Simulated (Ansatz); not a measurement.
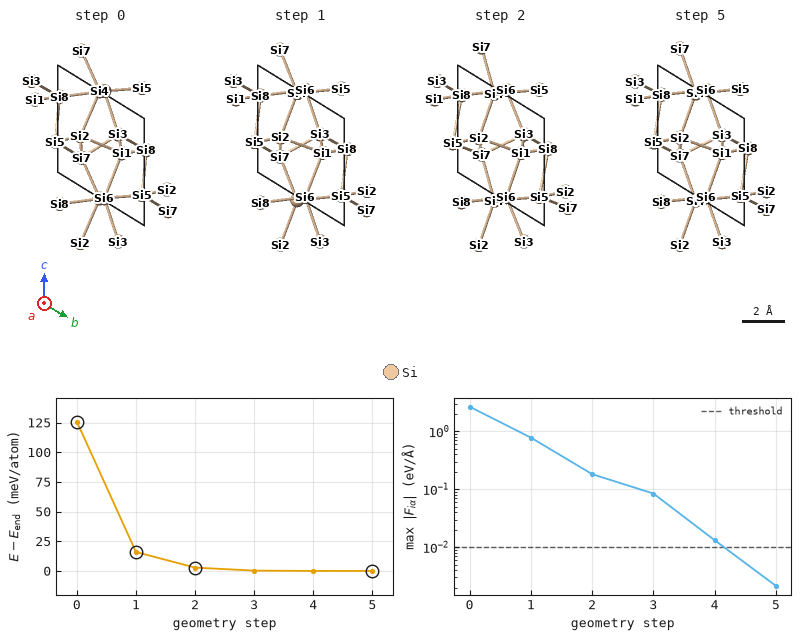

Frames of a relaxation of a crystal of Si (set up in P1), marked on the history of the run. The picture is a ball-and-stick view of the cell of the calculation, seen along the a axis.

Case: all atoms moved at random, sigma 0.05 Å for each component, cell strained at random, sigma 0.06; relaxed back.

Theory: Ansatz, DFT LDA, scalar-relativistic, plane waves, PAW. (plane-wave cutoff 420 eV; k-point mesh 6 × 6 × 6; occupations gaussian; smearing width 0.15 eV; no spin polarisation; atoms relaxed in a fixed cell; force threshold 0.01 eV/Å; at most 80 steps)

Q: Describe the path.

A: The atom that moves furthest is Si4 (0.23 Å along [−1 −2 −2]). The cell doesn't change. Near-neighbour distances that change, for instance: Si3–Si4 3.410 → 3.098 Å, Si2–Si7 2.516 → 2.334 Å, Si3–Si7 2.188 → 2.362 Å, Si4–Si5 2.138 → 2.300 Å. Among the angles between lasting bonds that change: Si1–Si6–Si4 100.5° → 110.8°, Si4–Si7–Si5 121.2° → 112.9°, Si1–Si8–Si5 96.3° → 88.0°. The space group (tolerance 0.01 Å) goes from P1 (No. 1) to P-1 (No. 2). Over 5 geometry steps the energy falls by 126 meV per atom. Largest force component: 2.7 eV/Å at the start, 0.0021 eV/Å at the end. The run took 73 s on 2 threads of Arm Neoverse V2 (shared host), peak memory 0.57 GiB. From step 0 to 1: Si4 moves most (0.15 Å), energy −110 meV per atom. From step 1 to 2: Si3 moves most (0.20 Å), energy −13.1 meV per atom. From step 2 to 5: Si3 moves most (0.11 Å), energy −2.8 meV per atom.

```csv
step,"E − E(0), meV/atom","largest force component, eV/Å"
0,0.00,2.6755
1,-109.88,0.7826
2,-123.01,0.1826
3,-125.56,0.0845
4,-125.83,0.0132
5,-125.83,0.0021
```
